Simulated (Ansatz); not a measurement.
**Energy of Ag along an even scaling of the cell**

System: Ag (3 atoms in the cell).
Method: Kohn-Sham DFT of a periodic cell, PBEsol, all-electron LAPW, scalar-relativistic, no spin polarisation (Ansatz 0.2.0).

The 7 runs differ only in the geometry, by an even scaling of the cell at fixed fractional positions. The structure derives from a Materials Project entry.

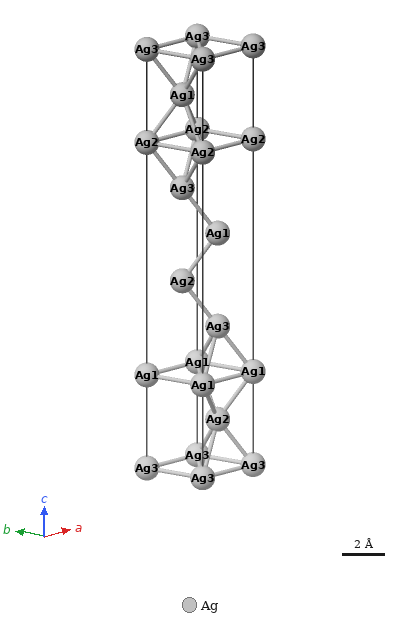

Figure 1. The structure of run 4 (ball-and-stick view of the cell 3 times as large as that of the calculation, set on its symmetry axes, seen at an oblique angle; atoms are numbered from 1 in the order of the input).

## Input of run 4
```yaml
crystal:
  lattice:
    - [1.4730471633, 0.8504641763, 7.20465]
    - [-1.4730471633, 0.8504641763, 7.20465]
    - [0.0, -1.7009283525, 7.20465]
  atoms:
    - { symbol: Ag, position: [0.222281, 0.222281, 0.222281] }
    - { symbol: Ag, position: [0.777719, 0.777719, 0.777719] }
    - { symbol: Ag, position: [0.0, 0.0, 0.0] }
kpoints:
  mp_grid: { grid: [10, 10, 10] }
scf:
  occupations: { method: fermi_dirac, width: 0.05 }
hamiltonian:
  xc: pbesol
  pseudopotentials: { kind: all_electron, lapw: { basis_error: 0.001 } }
output:
  forces: true
  stress: true
  eigenvalues: true
```

Command:
```bash
ansatz run input.yaml --threads 2 --pin off --max-ram 8192MiB --backend cpu --events-out ev --progress --plain --runs-dir out
```

Lattice vectors (Å) and fractional positions of run 4:
```
   1.473047    0.850464    7.204650
  -1.473047    0.850464    7.204650
   0.000000   -1.700928    7.204650
Ag  0.222281  0.222281  0.222281
Ag  0.777719  0.777719  0.777719
Ag  0.000000  0.000000  0.000000
```

Run 3 differs from it as follows:
```diff
-    - [1.4730471633, 0.8504641763, 7.20465]
-    - [-1.4730471633, 0.8504641763, 7.20465]
-    - [0.0, -1.7009283525, 7.20465]
+    - [1.4631606428, 0.8447561911, 7.1562951873]
+    - [-1.4631606428, 0.8447561911, 7.1562951873]
+    - [0.0, -1.689512382, 7.1562951873]
```

## Results, with one run withheld

```tsv
run	volume per atom (Å³)	free energy per atom, from the lowest run given (meV)	pressure (GPa)
1	16.968	0.00	−1.71
2	17.330	6.30	−3.83
3	17.691	?	?
4	18.052	31.60	−7.23
5	18.413	49.47	−8.59
6	18.774	70.18	−9.76
7	19.135	93.33	−10.76
```

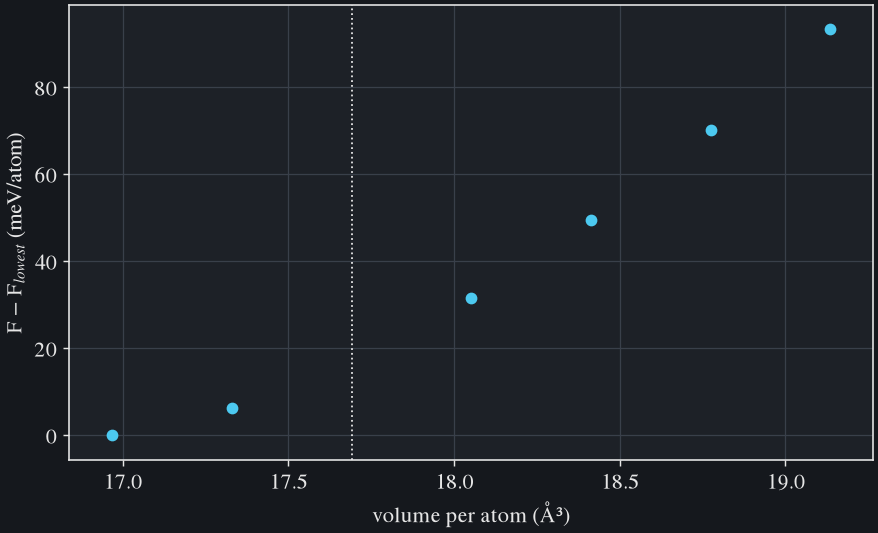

Figure 2. Free energy per atom of the runs given; the dotted line marks run 3.

Estimate the energy of run 3 from the others.

A cubic polynomial in V^(−2/3) (the Birch–Murnaghan form), fitted to the 6 runs given, misses them by under 0.01 meV per atom. With x = V^(−2/3) − 0.14514 Å⁻², it reads F = 33.104 − 8595 x + 5.1022e+05 x² + 3.1856e+06 x³ (meV per atom). At run 3 it gives 17.03 meV per atom, and the run itself gives 17.04. The slope of the fit gives a pressure −dF/dV of −5.66 GPa there, and the run prints −5.65 GPa. The fit has no minimum inside this range.

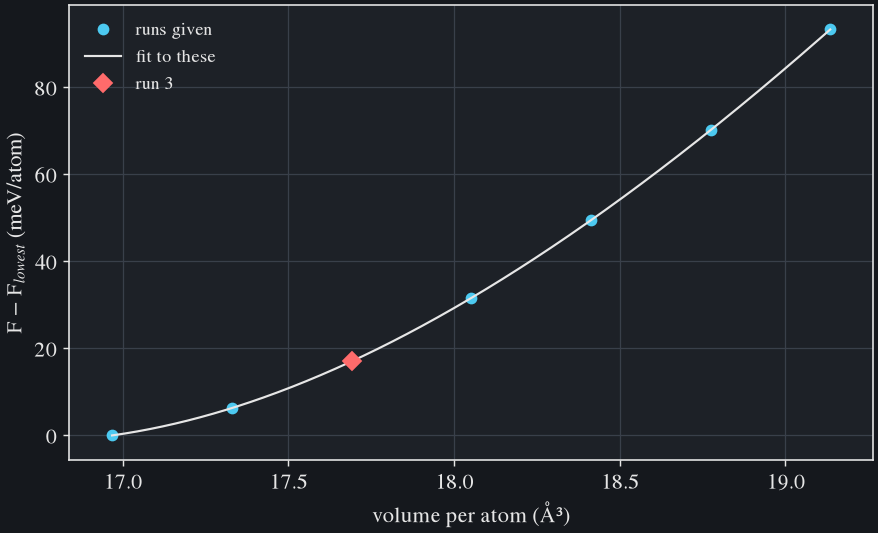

Figure 3. The fit and the withheld run.

## Output, shortened to warnings, some set-up lines, iterations and results (run 3)
```
Basis set: ecut = 234.13494911928586 eV, 443 PW (Γ), FFT grids on a1−a3, a2−a3, a3, exchange–correlation at level 2
Symmetry: 12 space group operations
k-points: 116 of 1000
Initial density: superposition of atomic densities (chi_scale 0.1, normalization cell)
[...]
SCF iter   1: F=—  HF=-433764.761349 eV  |F-HF|=—  |Δ(HF+E_count)|=         —  Δρ=2.03e-2  dr2=1.33e-1  ethr=2.31e-4  ⟨swp⟩=3.0  Hψ=27582  notcnv=0
SCF iter   2: F=—  HF=-433764.131171 eV  |F-HF|=—  |Δ(HF+E_count)|=   6.30e-1  Δρ=2.97e-3  dr2=4.77e-3  ethr=8.37e-6  ⟨swp⟩=2.0  Hψ=22450  notcnv=0
SCF iter   3: F=—  HF=-433763.949724 eV  |F-HF|=—  |Δ(HF+E_count)|=   1.81e-1  Δρ=5.54e-3  dr2=1.37e-2  ethr=8.37e-6  ⟨swp⟩=3.0  Hψ=14097  notcnv=0
SCF iter   4: F=—  HF=-433763.942493 eV  |F-HF|=—  |Δ(HF+E_count)|=   7.23e-3  Δρ=2.36e-3  dr2=3.21e-3  ethr=8.37e-6  ⟨swp⟩=2.0  Hψ=11681  notcnv=0
SCF iter   5: F=—  HF=-433763.943239 eV  |F-HF|=—  |Δ(HF+E_count)|=   7.46e-4  Δρ=7.35e-4  dr2=6.38e-4  ethr=5.62e-6  ⟨swp⟩=2.0  Hψ=11680  notcnv=0
SCF iter   6: F=—  HF=-433763.942936 eV  |F-HF|=—  |Δ(HF+E_count)|=   3.03e-4  Δρ=3.94e-4  dr2=1.10e-4  ethr=1.12e-6  ⟨swp⟩=2.0  Hψ=11680  notcnv=0
SCF iter   7: F=—  HF=-433763.942887 eV  |F-HF|=—  |Δ(HF+E_count)|=   4.91e-5  Δρ=1.33e-4  dr2=8.18e-6  ethr=1.93e-7  ⟨swp⟩=2.0  Hψ=11680  notcnv=0
SCF iter   8: F=—  HF=-433763.942887 eV  |F-HF|=—  |Δ(HF+E_count)|=   2.50e-7  Δρ=2.81e-5  dr2=3.54e-7  ethr=1.44e-8  ⟨swp⟩=2.0  Hψ=11680  notcnv=0
SCF iter   9: F=-433763.942887 eV  HF=-433763.942887 eV  |F-HF|=2.36e-8  |Δ(HF+E_count)|=   1.40e-9  Δρ=5.93e-6  dr2=2.27e-8  ethr=6.22e-10  ⟨swp⟩=2.0  Hψ=11680  notcnv=0
SCF 1 converged in 9 iterations: F = -433763.942887 eV  dr2 = 2.27e-8
SCF converged after 9 iterations
Free energy (F): -433763.942887 eV
Harris-Foulkes:  -433763.942887 eV  (|F-HF|=2.36e-8)
Internal energy: -433763.934204 eV  (E = F + TS)
E sigma→0 (E₀):  -433763.938545 eV
Entropy (-TS):   -0.008683 eV (-2.894 meV/atom)
Fermi energy:    17.658980 eV
--- Per-component energies (eV) ---
  E_band       = -671.250081
  E_kinetic    = 453487.447328
  E_xc         = -11990.878189
  E_electrostatic = -875260.503342  (all electrons and nuclei)
  E_smearing   = -0.008683  (= −TS)
  E_closure    = 0.000000  (closes the sum)
  E_atoms      = -433754.128410  (free atoms, spherical and without spin; not in F)
  Σ components = -433763.942887   (vs F -433763.942887, Δ=0.00e0)
  Basis errors (estimates in eV, not in F): energy 1.8e-4 per atom: plane waves 1.7e-4 (1.2e-4 summed), levels above the bands 6.6e-79, relativity 2.6e-8, radial functions 7.2e-6, core shells 3.5e-7; eigenvalues (radial functions only) 2.6e-6; not estimated: angular momenta, meshes, grids; target …
--- Forces (eV/Å), atoms counted from 1 ---
  atom   1  Ag     0.00000000     0.00000000     0.00328012
  atom   2  Ag     0.00000000    -0.00000000    -0.00328012
  atom   3  Ag     0.00000000     0.00000000     0.00000000
  max |Σ_I F_I| component: 1.73e-18 eV/Å
--- Stress (GPa, compression-positive) ---
       -5.471471       0.000000       0.000000
        0.000000      -5.471471      -0.000000
        0.000000      -0.000000      -6.018220
  P = ⅓ Tr σ = -5.6537 GPa (-56.537 kbar)
```
